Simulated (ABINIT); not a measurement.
Run report: NbP, geometry relaxation (part 1 of 2)

NbP (I4₁md, 4 atoms in the cell), computed with Kohn-Sham DFT of a periodic cell, PBE, JTH PAW PBE v2.0 (ABINIT 10.8.3).

The structure derives from a Materials Project entry. The run did not end well.

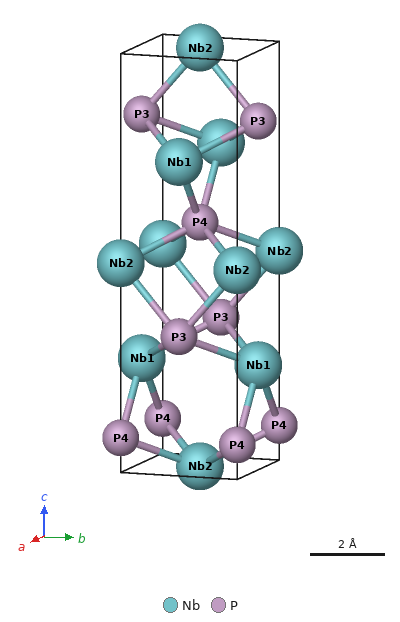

Figure 1. The structure as given in the input (ball-and-stick view of the cell 2 times as large as that of the calculation, set on its symmetry axes, seen slightly off an axis; atoms are numbered from 1 in the order of the input). An atom can appear more than once, as a periodic image.

Input:
```
# Pseudopotentials
pp_dirpath "./"
pseudos "Nb.GGA_PBE-JTH.xml, P.GGA_PBE-JTH.xml"

# Structure
acell 6.209635874 6.209635874 6.209635874 Angstrom
rprim
    -0.2697297053     0.2697297053     0.9243872414
     0.2697297053    -0.2697297053     0.9243872414
     0.2697297053     0.2697297053    -0.9243872414
ntypat 2
znucl 41 15
natom 4
typat 1 1 2 2
xred
     0.2498808000     0.7498808000     0.5000000000
     0.4998808000     0.4998808000     0.0000000000
     0.8327477700     0.3327477700     0.5000000000
     0.0827477700     0.0827477700     0.0000000000
chkprim 0
chksymtnons 0
tolsym 1.0e-6

# Plane-wave basis
ecut 20.0
pawecutdg 40.0
pawxcdev 0

# k points
kptopt 1
ngkpt 6 6 6
nshiftk 1
shiftk 0.0 0.0 0.0

# Exchange and correlation
ixc 11

# Bands and occupations
nband 22
occopt 3
tsmear 0.05 eV

# SCF cycle
nstep 100
tolvrs 1.0e-9

# Output
iomode 3
prtwf 0
prtden 0
prteig 0
prtebands 0
enunit 2

# Relaxation
ionmov 22
ntime 60
tolmxf 5.0e-5
optcell 2
dilatmx 1.08
ecutsm 0.5
strtarget 3*-6.797862e-04 3*0.0
```

Hardware: 1 thread of Arm Neoverse V1, 24 GiB of memory available, shared host.

Run as:
```bash
abinit run.abi > log 2>&1
```

What the program printed:
```
.Version 10.8.3 of ABINIT
 Symmetries : space group I4_1 m d (#109); Bravais tI (body-center tetrag.)
================================================================================
 Values of the parameters that define the memory need of the present run
     intxc =       0    ionmov =      22      iscf =      17    lmnmax =      18
     lnmax =       6     mgfft =      54  mpssoang =       3    mqgrid =    3001
     natom =       4  nloc_mem =       2    nspden =       1   nspinor =       1
    nsppol =       1      nsym =       8    n1xccc =       1    ntypat =       2
    occopt =       3   xclevel =       2
       mpw =        2353          nfft =      157464          nkpt =          30
 PAW method is used; the additional fine FFT grid is defined by:
   mgfftf=        75    nfftf =    421875
================================================================================
================================================================================

--------------------------------------------------------------------------------
------------- Echo of variables that govern the present computation ------------
--------------------------------------------------------------------------------
 -outvars: echo values of preprocessed input variables --------
            acell      1.1734511143E+01  1.1734511143E+01  1.1734511143E+01 Bohr
              amu      9.29063800E+01  3.09737620E+01
          chkprim           0
      chksymtnons           0
          dilatmx      1.08000000E+00
             ecut      2.00000000E+01 Hartree
           ecutsm      5.00000000E-01 Hartree
           enunit           2
           ionmov          22
              ixc          11
         kptrlatt        6    0    0      0    6    0      0    0    6
          kptrlen      3.79817548E+01
            natom           4
            nband          22
            ngfft          54      54      54
          ngfftdg          75      75      75
             nkpt          30
            nstep         100
             nsym           8
            ntime          60
           ntypat           2
           occopt           3
          optcell           2
        pawecutdg      4.00000000E+01 Hartree
         pawxcdev           0
           prtden           0
        prtebands           0
           prteig           0
            prtwf           0
            rprim     -2.6972970530E-01  2.6972970530E-01  9.2438724140E-01
                       2.6972970530E-01 -2.6972970530E-01  9.2438724140E-01
                       2.6972970530E-01  2.6972970530E-01 -9.2438724140E-01
          spgroup         109
        strtarget     -6.79786200E-04 -6.79786200E-04 -6.79786200E-04
                       0.00000000E+00  0.00000000E+00  0.00000000E+00
           tolsym      1.00000000E-06
           tolvrs      1.00000000E-09
           tsmear      1.83746611E-03 Hartree
            typat      1  1  2  2
           useylm           1
           xangst      1.6749232543E+00 -4.9048053159E-17  2.8686856460E+00
                       9.5787273572E-18 -3.8008329210E-18  5.7387397339E+00
                      -1.1750094465E-16  1.6749232543E+00  3.8200163900E+00
                       1.3155938902E-17 -1.2199495126E-17  9.4996230219E-01
            xcart      3.1651462326E+00 -9.2687387480E-17  5.4210302123E+00
                       1.8101171340E-17 -7.1825332711E-18  1.0844646405E+01
                      -2.2204460493E-16  3.1651462326E+00  7.2187847736E+00
                       2.4861121455E-17 -2.3053704663E-17  1.7951685811E+00
             xred      2.4988080000E-01  7.4988080000E-01  5.0000000000E-01
                       4.9988080000E-01  4.9988080000E-01  1.7248236363E-18
                       8.3274777000E-01  3.3274777000E-01  5.0000000000E-01
                       8.2747770000E-02  8.2747770000E-02  2.8551868676E-19
            znucl       41.00000   15.00000

================================================================================

 chkinp: Checking input parameters for consistency.

================================================================================
== DATASET  1 ==================================================================

--- !DatasetInfo
iteration_state: {dtset: 1, }
dimensions: {natom: 4, nkpt: 30, mband: 22, nsppol: 1, nspinor: 1, nspden: 1, mpw: 2353, }
cutoff_energies: {ecut:  20.0, pawecutdg:  40.0, }
electrons: {nelect:   3.60000000E+01, charge:   0.00000000E+00, occopt:   3.00000000E+00, tsmear:   1.83746611E-03, }
meta: {optdriver: 0, ionmov: 22, optcell: 2, iscf: 17, paral_kgb: 0, }
...

 Exchange-correlation functional for the present dataset will be:
  GGA: Perdew-Burke-Ernzerhof functional - ixc=11
  J.P.Perdew, K.Burke, M.Ernzerhof, PRL 77, 3865 (1996)

 Real(R)+Recip(G) space primitive vectors, cartesian coordinates (Bohr,Bohr^-1):
 R(1)= -3.1651462  3.1651462 10.8472324  G(1)=  0.0000000  0.1579706  0.0460947
 R(2)=  3.1651462 -3.1651462 10.8472324  G(2)=  0.1579706  0.0000000  0.0460947
 R(3)=  3.1651462  3.1651462-10.8472324  G(3)=  0.1579706  0.1579706  0.0000000
 Unit cell volume ucvol=  4.3467683E+02 bohr^3
 Angles (23,13,12)=  1.48703633E+02  1.48703633E+02  4.48477262E+01 degrees

 Coarse grid specifications (used for wave-functions):

 getcut: wavevector=  0.0000  0.0000  0.0000  ngfft=  54  54  54
         ecut(hartree)=     23.328   => boxcut(ratio)=   2.11659

 Fine grid specifications (used for densities):

 getcut: wavevector=  0.0000  0.0000  0.0000  ngfft=  75  75  75
         ecut(hartree)=     46.656   => boxcut(ratio)=   2.05180

--- Pseudopotential description ------------------------------------------------
- pspini: atom type   1  psp file is ./Nb.GGA_PBE-JTH.xml
 Pseudopotential format is: paw10
 basis_size (lnmax)=  6 (lmn_size= 18), orbitals=   0   0   1   1   2   2
 Spheres core radius: rc_sph= 2.22094190
 Shapefunction is BESSEL type: shapef(r,l)=aa(1,l)*jl(q(1,l)*r)+aa(2,l)*jl(q(2,l)*r)
 Radius for shape functions =  1.90969629
 Compensation charge density is not taken into account in XC energy/potential

- pspini: atom type   2  psp file is ./P.GGA_PBE-JTH.xml
 Pseudopotential format is: paw10
 basis_size (lnmax)=  4 (lmn_size=  8), orbitals=   0   0   1   1
 Spheres core radius: rc_sph= 1.60765221
 Shapefunction is SIN type: shapef(r)=[sin(pi*r/rshp)/(pi*r/rshp)]**2
 Radius for shape functions =  1.60765221
 Compensation charge density is not taken into account in XC energy/potential

   1.15947456E+03                                ecore*ucvol(ha*bohr**3)
--------------------------------------------------------------------------------

================================================================================

=== [ionmov=22] Limited-memory Broyden-Fletcher-Goldfarb-Shanno method
================================================================================

--- Iteration: ( 1/60) Internal Cycle: (1/1)
--------------------------------------------------------------------------------

---SELF-CONSISTENT-FIELD CONVERGENCE--------------------------------------------

--- !BeginCycle
iteration_state: {dtset: 1, itime: 1, icycle: 1, }
solver: {iscf: 17, nstep: 100, nline: 4, wfoptalg: 10, }
tolerances: {tolvrs: 1.00E-09, }
...

     iter   Etot(hartree)      deltaE(h)  residm     nres2
 ETOT  1  -128.31502789794    -1.283E+02 3.373E-01 8.179E+01
 ETOT  2  -128.54545902570    -2.304E-01 2.310E-02 1.211E+01
 ETOT  3  -128.54462674071     8.323E-04 7.403E-03 1.790E+00
 ETOT  4  -128.54482325261    -1.965E-04 3.388E-03 1.560E-02
 ETOT  5  -128.54481920930     4.043E-06 1.837E-03 4.436E-03
 ETOT  6  -128.54481961063    -4.013E-07 2.877E-03 2.008E-04
 ETOT  7  -128.54481948594     1.247E-07 1.209E-03 3.664E-06
 ETOT  8  -128.54481949183    -5.889E-09 8.660E-04 1.024E-06
 ETOT  9  -128.54481949121     6.263E-10 2.544E-04 1.952E-08
 ETOT 10  -128.54481949120     1.106E-11 3.056E-04 7.184E-10

 At SCF step   10       nres2   =  7.18E-10 < tolvrs=  1.00E-09 =>converged.

 Cartesian components of stress tensor (hartree/bohr^3)
  sigma(1 1)=  3.21471994E-05  sigma(3 2)=  0.00000000E+00
  sigma(2 2)=  3.21471994E-05  sigma(3 1)=  0.00000000E+00
  sigma(3 3)=  3.02294521E-05  sigma(2 1)=  0.00000000E+00

--- !ResultsGS
iteration_state: {dtset: 1, itime: 1, icycle: 1, }
comment   : Summary of ground state results
lattice_vectors:
- [ -3.1651462,   3.1651462,  10.8472324, ]
- [  3.1651462,  -3.1651462,  10.8472324, ]
- [  3.1651462,   3.1651462, -10.8472324, ]
lattice_lengths: [  11.73451,   11.73451,   11.73451, ]
lattice_angles: [148.704, 148.704,  44.848, ] # degrees, (23, 13, 12)
lattice_volume:   4.3467683E+02
convergence: {deltae:  1.106E-11, res2:  7.184E-10, residm:  3.056E-04, diffor: null, }
etotal    :  -1.28544819E+02
entropy   :   0.00000000E+00
fermie    :   4.64071660E-01
cartesian_stress_tensor: # hartree/bohr^3
- [  3.21471994E-05,   0.00000000E+00,   0.00000000E+00, ]
- [  0.00000000E+00,   3.21471994E-05,   0.00000000E+00, ]
- [  0.00000000E+00,   0.00000000E+00,   3.02294521E-05, ]
pressure_GPa:  -9.2700E-01
xred      :
- [  2.4988E-01,   7.4988E-01,   5.0000E-01, Nb]
- [  4.9988E-01,   4.9988E-01,   1.7248E-18, Nb]
- [  8.3275E-01,   3.3275E-01,   5.0000E-01,  P]
- [  8.2748E-02,   8.2748E-02,   2.8552E-19,  P]
cartesian_forces: # hartree/bohr
- [  5.37327235E-20,   6.72852507E-20,   2.84924185E-04, ]
- [  3.94340118E-20,  -1.22356966E-21,   2.84924185E-04, ]
- [ -8.08377778E-20,  -1.30751420E-20,  -2.84924185E-04, ]
- [ -1.23289575E-20,  -5.29865390E-20,  -2.84924185E-04, ]
force_length_stats: {min:   2.84924185E-04, max:   2.84924185E-04, mean:   2.84924185E-04, }
...

 Integrated electronic density in atomic spheres:
 ------------------------------------------------
 Atom  Sphere_radius  Integrated_density
    1        2.22094         10.13604197
    2        2.22094         10.13734280
    3        1.60765          1.60093547
    4        1.60765          1.60271289

---OUTPUT-----------------------------------------------------------------------

 Cartesian coordinates (xcart) [bohr]
  3.16514623256827E+00 -9.26873874797762E-17  5.42103021234522E+00
  1.81011713399017E-17 -7.18253327110891E-18  1.08446464048910E+01
 -2.22044604925031E-16  3.16514623256827E+00  7.21878477362205E+00
  2.48611214546369E-17 -2.30537046632144E-17  1.79516858107623E+00
 Reduced coordinates (xred)
  2.49880800000000E-01  7.49880800000000E-01  5.00000000000000E-01
  4.99880800000000E-01  4.99880800000000E-01  1.72482363633689E-18
  8.32747770000000E-01  3.32747770000000E-01  5.00000000000000E-01
  8.27477700000000E-02  8.27477700000000E-02  2.85518686755260E-19
 Cartesian forces (fcart) [Ha/bohr]; max,rms= 2.84924E-04 1.64501E-04 (free atoms)
  5.37327234959668E-20  6.72852506520356E-20  2.84924184684061E-04
  3.94340118117561E-20 -1.22356965645031E-21  2.84924184684061E-04
 -8.08377778081044E-20 -1.30751420277604E-20 -2.84924184684061E-04
 -1.23289574996185E-20 -5.29865389678249E-20 -2.84924184684061E-04
 Gradient of E wrt nuclear positions in reduced coordinates (gred)
 -3.09063884340078E-03 -3.09063884340078E-03  3.09063884340078E-03
 -3.09063884340078E-03 -3.09063884340078E-03  3.09063884340078E-03
  3.09063884340078E-03  3.09063884340078E-03 -3.09063884340078E-03
  3.09063884340078E-03  3.09063884340078E-03 -3.09063884340078E-03
 Scale of Primitive Cell (acell) [bohr]
  1.17345111434720E+01  1.17345111434720E+01  1.17345111434720E+01
 Real space primitive translations (rprimd) [bohr]
 -3.16514623256827E+00  3.16514623256827E+00  1.08472323850916E+01
  3.16514623256827E+00 -3.16514623256827E+00  1.08472323850916E+01
  3.16514623256827E+00  3.16514623256827E+00 -1.08472323850916E+01
 Unitary Cell Volume (ucvol) [Bohr^3]=  4.34676833699051E+02
 Angles (23,13,12)= [degrees]
  1.48703633238098E+02  1.48703633238098E+02  4.48477262337666E+01
 Lengths [Bohr]
  1.17345111429179E+01  1.17345111429179E+01  1.17345111429179E+01
 Stress tensor in cartesian coordinates (strten) [Ha/bohr^3]
  3.21471994121228E-05  0.00000000000000E+00  0.00000000000000E+00
  0.00000000000000E+00  3.21471994121324E-05  0.00000000000000E+00
  0.00000000000000E+00  0.00000000000000E+00  3.02294520848779E-05
 Total energy (etotal) [Ha]= -1.28544819491195E+02

--- Iteration: ( 2/60) Internal Cycle: (1/1)
```
